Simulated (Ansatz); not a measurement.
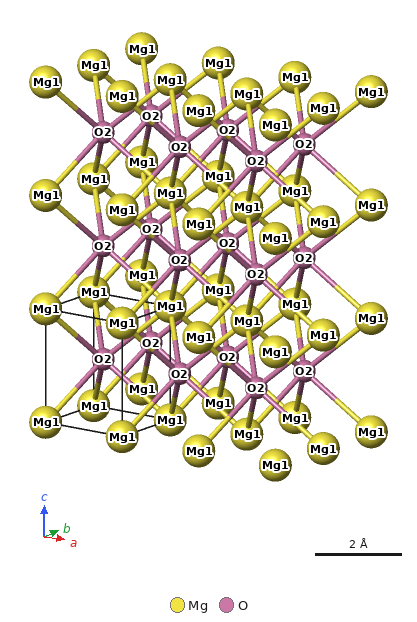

Fig. 1: The input geometry of run 1 (ball-and-stick view of the cell of the calculation, repeated 3 × 2 × 3, seen slightly off an axis; atoms are numbered from 1 in the order of the input). Near neighbours in the crystal (not all of them lie inside the picture): Mg has 6 O at 2.16 Å; O has 6 Mg at 2.16 Å.

**MgO: a changed input and its effect**

System: MgO (P-6m2, 2 atoms in the cell).
Method of run 1: Kohn-Sham DFT of a periodic cell, LDA, all-electron LAPW, scalar-relativistic, no spin polarisation (Ansatz 0.2.0).

The structure derives from a Materials Project entry. Text and figures count atoms from 1; the logs count them from 0 in places.

**The input, run 1**
```yaml
crystal:
  lattice:
    - [2.9380209034, 0.0, 0.0]
    - [-1.4690104517, 2.5444007392, 0.0]
    - [0.0, 0.0, 2.67968]
  atoms:
    - { symbol: Mg, position: [0.0, 0.0, 0.0] }
    - { symbol: O, position: [0.3333333333, 0.6666666667, 0.5] }
kpoints:
  mp_grid: { grid: [10, 10, 10] }
scf:
  occupations: { method: gaussian, width: 0.05 }
hamiltonian:
  xc: lda
  pseudopotentials: { kind: all_electron, lapw: { basis_error: 0.001 } }
output:
  forces: true
  stress: true
  eigenvalues: true
```

Command:
```bash
ansatz run input.yaml --threads 1 --pin off --max-ram 3072MiB --backend cpu --events-out ev --progress --plain --runs-dir out
```

Hardware: 1 thread of Intel Xeon @ 2.70GHz, 189 GiB of memory available, shared host.

**Output, shortened to warnings, some set-up lines, iterations and results (run 1)**
```
Basis set: ecut = 295.01245712617606 eV, 229 PW (Γ), exchange–correlation at level 2
Symmetry: 12 space group operations
k-points: 84 of 1000 (time reversal used)
Initial density: superposition of atomic densities (chi_scale 0.1, normalization cell, long waves kept (reshape's long-wave potential 0.00 eV rms))
[...]
SCF iter   1: F=—  HF=-7469.696911 eV  |F-HF|=—  |Δ(HF+E_count)|=         —  Δρ=1.01e-1  dr2=2.53e0  ethr=1.58e-2  ⟨swp⟩=2.0  Hψ=6996  notcnv=0
SCF iter   2: F=—  HF=-7468.407936 eV  |F-HF|=—  |Δ(HF+E_count)|=    1.29e0  Δρ=2.51e-2  dr2=8.30e-2  ethr=5.20e-4  ⟨swp⟩=2.3  Hψ=5507  notcnv=0
SCF iter   3: F=—  HF=-7467.977311 eV  |F-HF|=—  |Δ(HF+E_count)|=   4.31e-1  Δρ=1.62e-2  dr2=6.95e-2  ethr=5.18e-4  ⟨swp⟩=3.0  Hψ=3408  notcnv=0
SCF iter   4: F=—  HF=-7467.953835 eV  |F-HF|=—  |Δ(HF+E_count)|=         —  Δρ=1.39e-3  dr2=4.17e-4  ethr=4.34e-4  ⟨swp⟩=2.0  Hψ=3025  notcnv=0
SCF iter   5: F=—  HF=-7467.953530 eV  |F-HF|=—  |Δ(HF+E_count)|=   3.06e-4  Δρ=1.20e-4  dr2=1.44e-6  ethr=2.60e-6  ⟨swp⟩=2.0  Hψ=2692  notcnv=0
SCF iter   6: F=—  HF=-7467.953527 eV  |F-HF|=—  |Δ(HF+E_count)|=   2.11e-6  Δρ=1.15e-5  dr2=1.03e-8  ethr=8.98e-9  ⟨swp⟩=3.0  Hψ=2919  notcnv=0
SCF iter   7: F=-7467.953527 eV  HF=-7467.953527 eV  |F-HF|=1.19e-9  |Δ(HF+E_count)|=   3.56e-7  Δρ=2.68e-6  dr2=6.73e-10  ethr=6.45e-11  ⟨swp⟩=2.8  Hψ=2815  notcnv=0
SCF 1 converged in 7 iterations: F = -7467.953527 eV  dr2 = 6.73e-10
SCF converged after 7 iterations
Free energy (F): -7467.953527 eV
Harris-Foulkes:  -7467.953527 eV  (|F-HF|=1.19e-9)
Internal energy: -7467.953527 eV  (E = F + TS)
E sigma→0 (E₀):  -7467.953527 eV
Fermi energy:    8.757725 eV
--- Per-component energies (eV) ---
  E_band       = -313.278980
  E_kinetic    = 7458.202221
  E_xc         = -647.137333
  E_electrostatic = -14279.018415  (all electrons and nuclei)
  E_smearing   = -0.000000  (= −TS)
  E_closure    = 0.000000  (closes the sum)
  E_atoms      = -7455.442957  (free atoms, spherical and without spin; not in F)
  Σ components = -7467.953527   (vs F -7467.953527, Δ=0.00e0)
  Basis errors (estimates in eV, not in F): energy 3.7e-4 per atom: plane waves 3.4e-4 (1.9e-4 summed), levels above the bands 0.0e0, relativity 3.8e-9, radial functions 2.9e-5, core shells 1.8e-6; eigenvalues (radial functions only) 1.2e-5; not estimated: angular momenta, meshes, grids; target …
--- Forces (eV/Å), atoms counted from 1 ---
  atom   1  Mg     0.00000000    -0.00000000    -0.00000000
  atom   2  O      0.00000000     0.00000000    -0.00000000
  max |Σ_I F_I| component: 5.32e-17 eV/Å
--- Stress (GPa, compression-positive) ---
       -8.769011       0.000000       0.000000
        0.000000      -8.769011       0.000000
        0.000000       0.000000     -10.031058
  P = ⅓ Tr σ = -9.1897 GPa (-91.897 kbar)
```

For run 2 the input was changed thus:
```diff
-    - [2.9380209034, 0.0, 0.0]
-    - [-1.4690104517, 2.5444007392, 0.0]
-    - [0.0, 0.0, 2.67968]
+    - [2.9574785625, 0.0, 0.0]
+    - [-1.4787392813, 2.5612515663, 0.0]
+    - [0.0, 0.0, 2.6974267424]
```

How does run 2 compare with run 1?

With the same functional and potentials, run 2 lies 12.9 meV per atom higher. The gap on the mesh goes from 2.96 to 2.81 eV. The pressure goes from −9.19 to −11.47 GPa. The volume per atom goes from 10.02 to 10.22 Å³. The cell is scaled evenly with the atoms at fixed fractional positions, so −ΔP/Δ ln V estimates the bulk modulus midway between the two volumes: about 120 GPa. The number of SCF iterations is the same.

**Output, shortened to warnings, some set-up lines, iterations and results (run 2)**
```
Basis set: ecut = 290.6438228483396 eV, 229 PW (Γ), exchange–correlation at level 2
Symmetry: 12 space group operations
k-points: 84 of 1000 (time reversal used)
Initial density: superposition of atomic densities (chi_scale 0.1, normalization cell, long waves kept (reshape's long-wave potential 0.00 eV rms))
[...]
SCF iter   1: F=—  HF=-7469.668754 eV  |F-HF|=—  |Δ(HF+E_count)|=         —  Δρ=9.97e-2  dr2=2.53e0  ethr=1.58e-2  ⟨swp⟩=2.0  Hψ=6995  notcnv=0
SCF iter   2: F=—  HF=-7468.403478 eV  |F-HF|=—  |Δ(HF+E_count)|=    1.27e0  Δρ=2.55e-2  dr2=9.00e-2  ethr=5.64e-4  ⟨swp⟩=2.2  Hψ=5501  notcnv=0  defer=1
SCF iter   3: F=—  HF=-7467.952200 eV  |F-HF|=—  |Δ(HF+E_count)|=   4.51e-1  Δρ=1.62e-2  dr2=7.17e-2  ethr=5.63e-4  ⟨swp⟩=3.0  Hψ=3408  notcnv=0
SCF iter   4: F=—  HF=-7467.928030 eV  |F-HF|=—  |Δ(HF+E_count)|=         —  Δρ=1.50e-3  dr2=5.11e-4  ethr=4.48e-4  ⟨swp⟩=2.0  Hψ=3024  notcnv=0
SCF iter   5: F=—  HF=-7467.927669 eV  |F-HF|=—  |Δ(HF+E_count)|=   3.61e-4  Δρ=1.29e-4  dr2=1.99e-6  ethr=3.20e-6  ⟨swp⟩=2.0  Hψ=2690  notcnv=0
SCF iter   6: F=—  HF=-7467.927666 eV  |F-HF|=—  |Δ(HF+E_count)|=   2.61e-6  Δρ=1.14e-5  dr2=1.16e-8  ethr=1.24e-8  ⟨swp⟩=2.9  Hψ=2872  notcnv=0
SCF iter   7: F=-7467.927666 eV  HF=-7467.927666 eV  |F-HF|=1.39e-9  |Δ(HF+E_count)|=   3.38e-7  Δρ=2.62e-6  dr2=6.61e-10  ethr=7.28e-11  ⟨swp⟩=2.8  Hψ=2802  notcnv=0
SCF 1 converged in 7 iterations: F = -7467.927666 eV  dr2 = 6.61e-10
SCF converged after 7 iterations
Free energy (F): -7467.927666 eV
Harris-Foulkes:  -7467.927666 eV  (|F-HF|=1.39e-9)
Internal energy: -7467.927666 eV  (E = F + TS)
E sigma→0 (E₀):  -7467.927666 eV
Fermi energy:    8.453031 eV
--- Per-component energies (eV) ---
  E_band       = -317.063329
  E_kinetic    = 7457.249877
  E_xc         = -646.848183
  E_electrostatic = -14278.329360  (all electrons and nuclei)
  E_smearing   = -0.000000  (= −TS)
  E_closure    = 0.000000  (closes the sum)
  E_atoms      = -7455.442957  (free atoms, spherical and without spin; not in F)
  Σ components = -7467.927666   (vs F -7467.927666, Δ=0.00e0)
  Basis errors (estimates in eV, not in F): energy 3.8e-4 per atom: plane waves 3.5e-4 (2.0e-4 summed), levels above the bands 0.0e0, relativity 3.7e-9, radial functions 2.8e-5, core shells 1.5e-6; eigenvalues (radial functions only) 1.1e-5; not estimated: angular momenta, meshes, grids; target …
--- Forces (eV/Å), atoms counted from 1 ---
  atom   1  Mg     0.00000000     0.00000000    -0.00000000
  atom   2  O      0.00000000    -0.00000000    -0.00000000
  max |Σ_I F_I| component: 1.36e-17 eV/Å
--- Stress (GPa, compression-positive) ---
      -10.845718      -0.000000       0.000000
       -0.000000     -10.845718       0.000000
        0.000000       0.000000     -12.719011
  P = ⅓ Tr σ = -11.4701 GPa (-114.701 kbar)
```

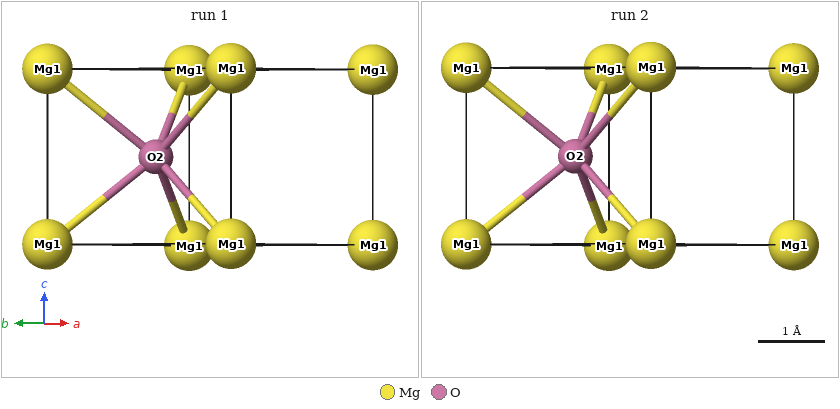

Fig. 2: The two input geometries at one scale (ball-and-stick view of the cell of the calculation, seen at an oblique angle). No atom moves by more than 0.005 Å relative to the cell. The volume changes by +2.0 %, with a = b 2.938 → 2.957 Å (+0.7 %), c 2.680 → 2.697 Å (+0.7 %). Among the contacts that change: Mg1–O2 2.162 → 2.176 Å.

**The two runs side by side**

| quantity | run 1 | run 2 |
| --- | --- | --- |
| outcome | converged | converged |
| free energy per atom (eV) | −3733.9768 | −3733.9638 |
| gap on the mesh (eV) | 2.96 | 2.81 |
| pressure (GPa) | −9.19 | −11.47 |
| volume per atom (Å³) | 10.02 | 10.22 |
| largest force (eV/Å) | 0.000 | 0.000 |
| SCF iterations | 7 | 7 |
| irreducible k-points | 84 | 84 |
| plane waves at Γ | 229 | 229 |
| wall time (shared host) | 11 s | 13 s |

For run 1: The cell is under a tension of 9.2 GPa at this level, so it is not at its equilibrium volume. For run 2: The cell is under a tension of 11.5 GPa at this level, so it is not at its equilibrium volume.
